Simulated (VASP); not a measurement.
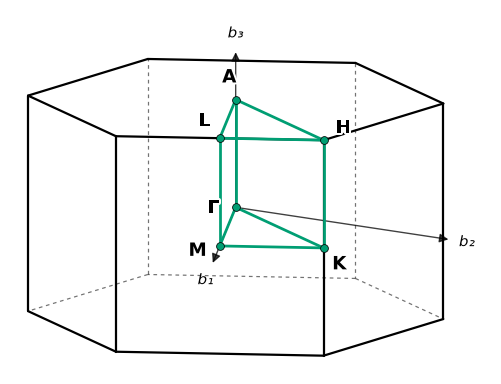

The first Brillouin zone and its special points. Crystal: PtSe₂, the geometry relaxed with VASP Kohn-Sham DFT of a periodic cell, TPSS, VASP PAW PBE potentials, recommended in VASP. Geometry calculated from the standardised cell; symmetry tolerance 0.002 Å.

Space group No. 164, P-3m1; a = 3.762 Å, b = 3.762 Å, c = 5.330 Å, α = 90.00°, β = 90.00°, γ = 120.00°.

Labels and path follow the convention of Hinuma et al. (2017), as computed by seekpath; the arrows show the directions of the reciprocal primitive vectors b₁, b₂, b₃, in which coordinates are given; lengths include the factor 2π.

Q: List the special points with their coordinates and distances from Γ.

A:
| point | k₁ | k₂ | k₃ | length of k (1/Å) |
| --- | --- | --- | --- | --- |
| Γ | 0 | 0 | 0 | 0.000 |
| A | 0 | 0 | 1/2 | 0.589 |
| K | 1/3 | 1/3 | 0 | 1.114 |
| H | 1/3 | 1/3 | 1/2 | 1.260 |
| M | 1/2 | 0 | 0 | 0.964 |
| L | 1/2 | 0 | 1/2 | 1.130 |

Q: What is the zone's volume?

A: (2π)³ over the primitive cell's volume of 65.31 Å³: 3.8 Å⁻³.
